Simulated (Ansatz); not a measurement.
Run report: TiSi5, geometry relaxation (part 1 of 2)

System: TiSi5 (6 atoms in the cell).
Method: DFT PBEsol, scalar-relativistic, plane waves, PAW, no spin polarisation (Ansatz 0.2.0).

The structure derives from a Materials Project entry. It belongs to a series of runs on one base structure; here: 5 of 6 Ti sites taken by Si, cell and atoms relaxed. Figures and captions count atoms from 1; the log counts them from 0 in places.

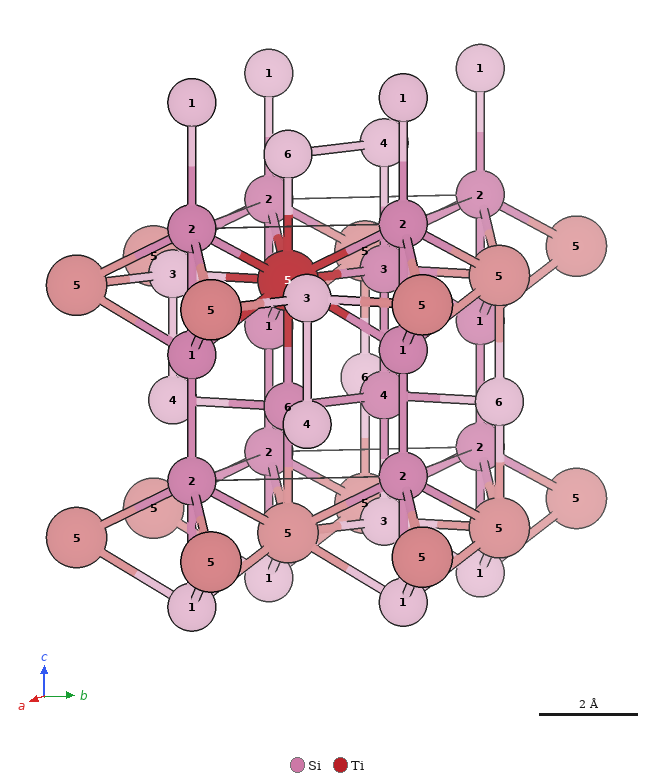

Figure 1. The starting structure (ball-and-stick view of the cell of the calculation, set on other vectors, seen slightly off an axis; neighbours outside the cell are drawn fainter; atoms are numbered from 1 in the order of the input). An atom can appear more than once, as a periodic image.

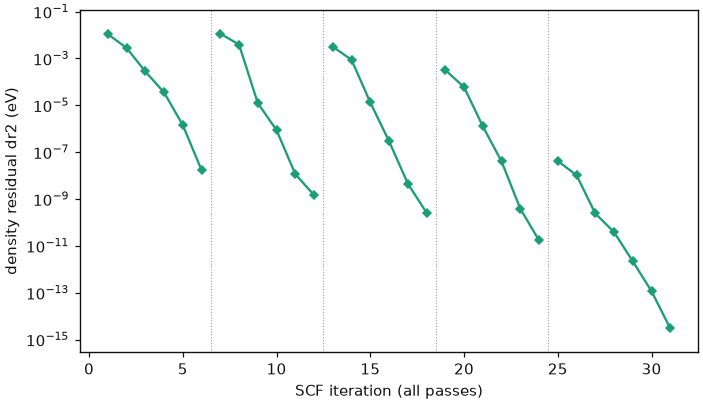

Figure 2. Convergence of the self-consistent field: density residual dr2 against the SCF iteration. The dotted lines part the SCF passes of the relaxation: geometry steps, rejected trials and re-solves on a re-selected basis. The 5 passes take 6 to 7 iterations each, 31 in all.

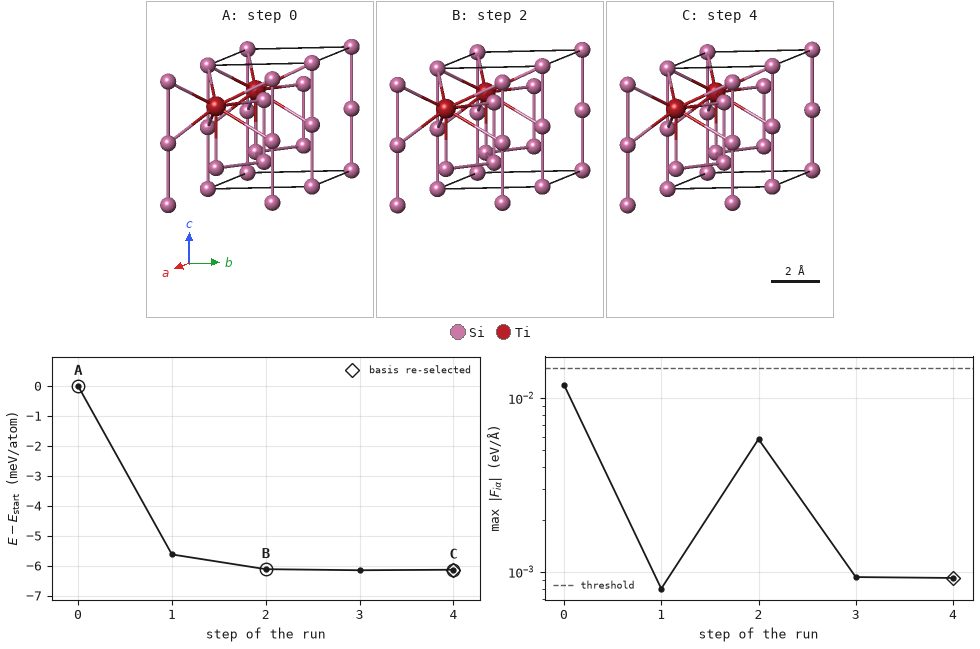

Figure 3. Frames of the relaxation (ball-and-stick view of the cell of the calculation, set on other vectors, repeated 2 × 1 × 1, seen slightly off an axis) above the curves, on which the letters mark them (the first geometry is step 0 here and step 1 in the log).

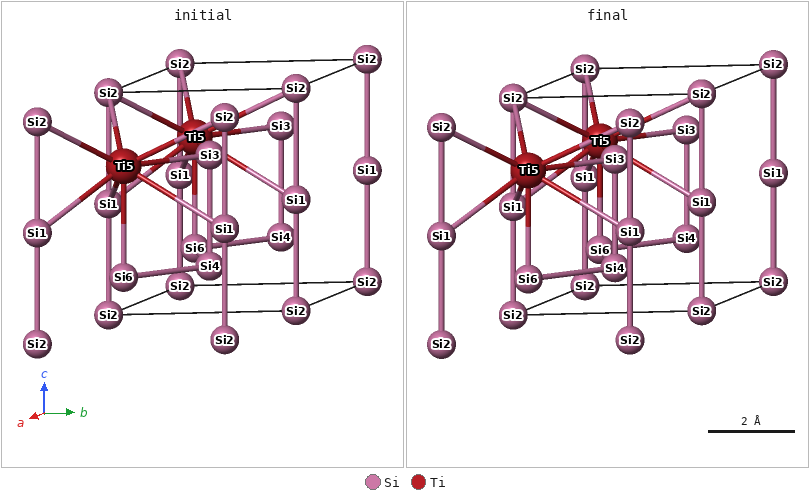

Figure 4. Before (left) and after (right) the relaxation, at one scale (ball-and-stick view of the cell of the calculation, set on other vectors, repeated 2 × 1 × 1, seen slightly off an axis). No atom moves by more than 0.005 Å relative to the cell. Cell: a = b 4.406 → 4.432 Å (+0.6 %), c 5.251 → 5.127 Å (−2.4 %). Volume −1.2 %. Among the contacts that change: Ti5–Si6 2.626 → 2.563 Å, Si1–Si2 2.626 → 2.564 Å, Si3–Ti5 2.544 → 2.559 Å, Si4–Si6 2.544 → 2.559 Å. The space group stays P-6m2 (No. 187). The energy falls by 6.2 meV per atom in 3 geometry steps. The largest force component goes from 0.012 to 0.00092 eV/Å. The pressure goes from −1.29 to 0.04 GPa. A last SCF at the same geometry on a re-selected plane-wave basis shifts the energy by +0.0 meV per atom. (Atoms are counted from 1 in the order of the input.)

These pictures come from the run below.

**Input file**
```yaml
crystal:
  lattice:
    - [2.2029218999, -3.8155726558, 0.0]
    - [-4.4058437999, 0.0, 0.0]
    - [0.0, 0.0, -5.251352392]
  atoms:
    - { symbol: Si, position: [0.0, 1.0, 0.5] }
    - { symbol: Si, position: [0.0, 1.0, 0.0] }
    - { symbol: Si, position: [0.3333333333, 0.6666666667, 0.25] }
    - { symbol: Si, position: [0.3333333333, 0.6666666667, 0.75] }
    - { symbol: Ti, position: [0.6666666667, 0.3333333333, 0.25] }
    - { symbol: Si, position: [0.6666666667, 0.3333333333, 0.75] }
basis:
  ecutwfc: 420
kpoints:
  mp_grid: { grid: [12, 12, 8] }
hamiltonian:
  xc: pbesol
scf:
  occupations: { method: gaussian, width: 0.1 }
output:
  forces: true
  stress: true
  eigenvalues: true
relax:
  adjacent_minimum: "off"
  f_tol: 0.015
  max_steps: 60
  cell: { stress_tol: 0.15 }
```

Launch command:
```bash
ansatz run input.yaml --threads 1 --pin off --max-ram 2560MiB --backend cpu --events-out ev --progress --plain --runs-dir out
```

**What the program printed**
```
Engine: ansatz 0.2.0, x86_64-unknown-linux-gnu
Pseudopotentials: kind: paw
Pseudopotential: Si, paw, valence charge 4, recommended cutoff 420 eV (normal), Si.paw.azcp
Pseudopotential: Ti, paw, valence charge 12, recommended cutoff 420 eV (normal), Ti.paw.azcp
Functional definition: PBEsol
  exchange = pbesol_x
  correlation = pbesol_c
Crystal: 6 atoms, lattice volume = 88.280 Å³
Basis set: ecut = 420 eV, 1727 PW (Γ), exchange–correlation on 60×60×72 points (8 copies of the dense FFT grid, shifted against one another)
Bands: 22, of which v1, the nominal top of the filled ones, is band 16 counted from 1 (15 counted from 0)
Symmetry: 12 space group operations
Space group: P-6m2 (ITA 187), of the structure as read, at distance tolerance 4.5e-5 Å
k-points: 95 of 1152 (time reversal used)
Non-local potential: Si, projectors of the file, l = 0: 2, l = 1: 2, l = 2: 2
Non-local potential: Ti, projectors of the file, l = 0: 3, l = 1: 2, l = 2: 3, l = 3: 1
PAW form: soft (Blöchl's): semilocal exchange-correlation on the pseudo side does not see the compensation charge
PAW frozen core: Si, regenerated for the run's functional, and the local potential with it (the file was generated under x = pbe(κ = 0.804, μ = 0.2195149727645171), c = pbe(β = 0.06672455060314922))
PAW frozen core: Ti, regenerated for the run's functional, and the local potential with it (the file was generated under x = pbe(κ = 0.804, μ = 0.2195149727645171), c = pbe(β = 0.06672455060314922))
PAW one-centre angular grid: Si, 110 points (default); XC on 64 Gauss nodes
PAW one-centre angular grid: Ti, 590 points (default); XC on 64 Gauss nodes
Initial density: superposition of atomic densities (neutral atoms: chi_scale 0, normalization atom), corrected by the library's trained network
Initial wavefunctions: pseudopotential atomic-orbital guess
Functional: x = pbesol(κ = 0.804, μ = 0.12345679012345678), c = pbesol(β = 0.046)
SCF iter   1: F=—  HF=-5580.219620 eV  |F-HF|=—  |Δ(HF+E_count)|=         —  Δρ=4.02e-3  dr2=1.09e-2  ethr=1.77e-3  ⟨swp⟩=6.0  Hψ=11268  notcnv=0
preconditioner: auto → Kerker (q_TF=auto, 2.304 Å⁻¹)  [metal: Δε(μ)=0.005 eV  Ē_g=6.615 eV  σ=0.100 eV  W_gap=0.03  n_scr=20 (ndim 8)  ℏωp=19.4 eV  f_vac=0.000  D(μ)=4.86/eV (n_scr^D=52)]
SCF iter   2: F=—  HF=-5580.218634 eV  |F-HF|=—  |Δ(HF+E_count)|=   9.86e-4  Δρ=2.26e-3  dr2=2.82e-3  ethr=3.41e-5  ⟨swp⟩=1.1  Hψ=2857  notcnv=0
SCF iter   3: F=—  HF=-5580.218325 eV  |F-HF|=—  |Δ(HF+E_count)|=   3.09e-4  Δρ=4.09e-4  dr2=2.78e-4  ethr=8.80e-6  ⟨swp⟩=2.9  Hψ=3584  notcnv=0
SCF iter   4: F=—  HF=-5580.218299 eV  |F-HF|=—  |Δ(HF+E_count)|=   2.67e-5  Δρ=1.35e-4  dr2=3.53e-5  ethr=8.68e-7  ⟨swp⟩=1.0  Hψ=2017  notcnv=0
SCF iter   5: F=—  HF=-5580.218336 eV  |F-HF|=—  |Δ(HF+E_count)|=   3.77e-5  Δρ=2.97e-5  dr2=1.43e-6  ethr=1.10e-7  ⟨swp⟩=1.2  Hψ=2045  notcnv=0
SCF iter   6: F=-5580.218336 eV  HF=-5580.218336 eV  |F-HF|=1.34e-8  |Δ(HF+E_count)|=   1.13e-7  Δρ=3.70e-6  dr2=1.71e-8  ethr=3.13e-10  ⟨swp⟩=5.6  Hψ=8618  notcnv=0
SCF 1 converged in 6 iterations: F = -5580.218336 eV  dr2 = 1.71e-8
  greatest PAW one-centre occupation: 0.999 electrons in one spin orbital (limit 2), on the Ti atom at site 4 (counted from 0), in its partial waves of l = 0
relax step   1: F+E_penalty+E_count = -5580.21833628 eV  Δ(F+E_penalty+E_count) = +0.000e0 eV  max|allowed force component| = 1.193e-2 eV/Å  Δτ_max = 0.0000 Å  P = -1.288 GPa  Ω = 88.280 Å³  (6 SCF iters, dr2 threshold 1.00e-7 eV, accepted)
Crystal: 6 atoms, lattice volume = 87.302 Å³
Initial density: handed on by an earlier stage of this run
Initial wavefunctions: those handed on with the density
iter 1 solved again at ethr=3.20e-5 eV; its pass at ethr=3.10e-3 eV (dr2=1.03e-2 eV) is discarded
SCF iter   1: F=—  HF=-5580.255540 eV  |F-HF|=—  |Δ(HF+E_count)|=         —  Δρ=3.12e-3  dr2=1.15e-2  ethr=3.20e-5  ⟨swp⟩=1.0  Hψ=12622  notcnv=0
preconditioner: auto → Kerker (q_TF=auto, 2.308 Å⁻¹)  [metal: Δε(μ)=0.006 eV  Ē_g=6.663 eV  σ=0.100 eV  W_gap=0.03  n_scr=20 (ndim 8)  ℏωp=19.5 eV  f_vac=0.000  D(μ)=5.03/eV (n_scr^D=52)]
SCF iter   2: F=—  HF=-5580.253203 eV  |F-HF|=—  |Δ(HF+E_count)|=   2.34e-3  Δρ=1.75e-3  dr2=3.93e-3  ethr=3.20e-5  ⟨swp⟩=1.0  Hψ=2090  notcnv=0
SCF iter   3: F=—  HF=-5580.252084 eV  |F-HF|=—  |Δ(HF+E_count)|=   1.12e-3  Δρ=1.24e-4  dr2=1.24e-5  ethr=1.23e-5  ⟨swp⟩=2.6  Hψ=3223  notcnv=0
SCF iter   4: F=—  HF=-5580.252074 eV  |F-HF|=—  |Δ(HF+E_count)|=   1.05e-5  Δρ=4.19e-5  dr2=8.68e-7  ethr=3.86e-8  ⟨swp⟩=2.4  Hψ=3541  notcnv=0
iter 5 did not close the SCF: its close was put off for the readings that it lacked (scf_convergence_deferred on its scf_iter line)
SCF iter   5: F=-5580.252074 eV  HF=-5580.252074 eV  |F-HF|=2.91e-9  |Δ(HF+E_count)|=   7.36e-8  Δρ=4.30e-6  dr2=1.15e-8  ethr=2.71e-9  ⟨swp⟩=2.1  Hψ=3214  notcnv=0
SCF iter   6: F=-5580.252074 eV  HF=-5580.252074 eV  |F-HF|=1.21e-9  |Δ(HF+E_count)|=  9.73e-10  Δρ=1.10e-6  dr2=1.47e-9  ethr=3.59e-11  ⟨swp⟩=1.5  Hψ=6560  notcnv=0
SCF 2 converged in 6 iterations: F = -5580.252074 eV  dr2 = 1.47e-9
relax step   2: F+E_penalty+E_count = -5580.25207388 eV  Δ(F+E_penalty+E_count) = -3.374e-2 eV  max|allowed force component| = 8.008e-4 eV/Å  Δτ_max = 0.0007 Å  P = -0.116 GPa  Ω = 87.302 Å³  energy of the carried Pulay correction = +1.764e-4 eV  (6 SCF iters, dr2 threshold 6.00e-7 eV, accepted)
Crystal: 6 atoms, lattice volume = 87.344 Å³
Basis set: ecut = 420 eV, 1715 PW (Γ), exchange–correlation on 60×60×72 points (8 copies of the dense FFT grid, shifted against one another)
iter 1 solved again at ethr=9.03e-6 eV; its pass at ethr=3.10e-3 eV (dr2=2.89e-3 eV) is discarded
SCF iter   1: F=—  HF=-5580.256085 eV  |F-HF|=—  |Δ(HF+E_count)|=         —  Δρ=1.74e-3  dr2=3.18e-3  ethr=9.03e-6  ⟨swp⟩=2.1  Hψ=11815  notcnv=0
preconditioner: auto → Kerker (q_TF=auto, 2.308 Å⁻¹)  [metal: Δε(μ)=0.004 eV  Ē_g=6.672 eV  σ=0.100 eV  W_gap=0.02  n_scr=20 (ndim 8)  ℏωp=19.5 eV  f_vac=0.000  D(μ)=5.34/eV (n_scr^D=58)]
SCF iter   2: F=—  HF=-5580.255348 eV  |F-HF|=—  |Δ(HF+E_count)|=   7.37e-4  Δρ=9.14e-4  dr2=8.73e-4  ethr=9.03e-6  ⟨swp⟩=1.0  Hψ=2090  notcnv=0
SCF iter   3: F=—  HF=-5580.255048 eV  |F-HF|=—  |Δ(HF+E_count)|=   3.00e-4  Δρ=1.13e-4  dr2=1.32e-5  ethr=2.73e-6  ⟨swp⟩=2.3  Hψ=3265  notcnv=0
SCF iter   4: F=—  HF=-5580.255026 eV  |F-HF|=—  |Δ(HF+E_count)|=   2.17e-5  Δρ=2.05e-5  dr2=2.93e-7  ethr=4.13e-8  ⟨swp⟩=2.5  Hψ=3356  notcnv=0
iter 5 did not close the SCF: its close was put off for the readings that it lacked (scf_convergence_deferred on its scf_iter line)
SCF iter   5: F=-5580.255026 eV  HF=-5580.255026 eV  |F-HF|=2.14e-9  |Δ(HF+E_count)|=   5.59e-9  Δρ=2.62e-6  dr2=4.55e-9  ethr=9.15e-10  ⟨swp⟩=1.5  Hψ=2551  notcnv=0
SCF iter   6: F=-5580.255026 eV  HF=-5580.255026 eV  |F-HF|=1.87e-10  |Δ(HF+E_count)|=  6.56e-10  Δρ=5.39e-7  dr2=2.59e-10  ethr=1.42e-11  ⟨swp⟩=1.4  Hψ=6183  notcnv=0
SCF 3 converged in 6 iterations: F = -5580.255026 eV  dr2 = 2.59e-10
relax step   3: F+E_penalty+E_count = -5580.25502623 eV  Δ(F+E_penalty+E_count) = -2.952e-3 eV  max|allowed force component| = 5.810e-3 eV/Å  Δτ_max = 0.0002 Å  P = -0.096 GPa  Ω = 87.344 Å³  energy of the carried Pulay correction = +1.657e-4 eV  (6 SCF iters, dr2 threshold 6.00e-7 eV, accepted)
Crystal: 6 atoms, lattice volume = 87.221 Å³
iter 1 solved again at ethr=9.41e-7 eV; its pass at ethr=3.10e-3 eV (dr2=3.01e-4 eV) is discarded
```
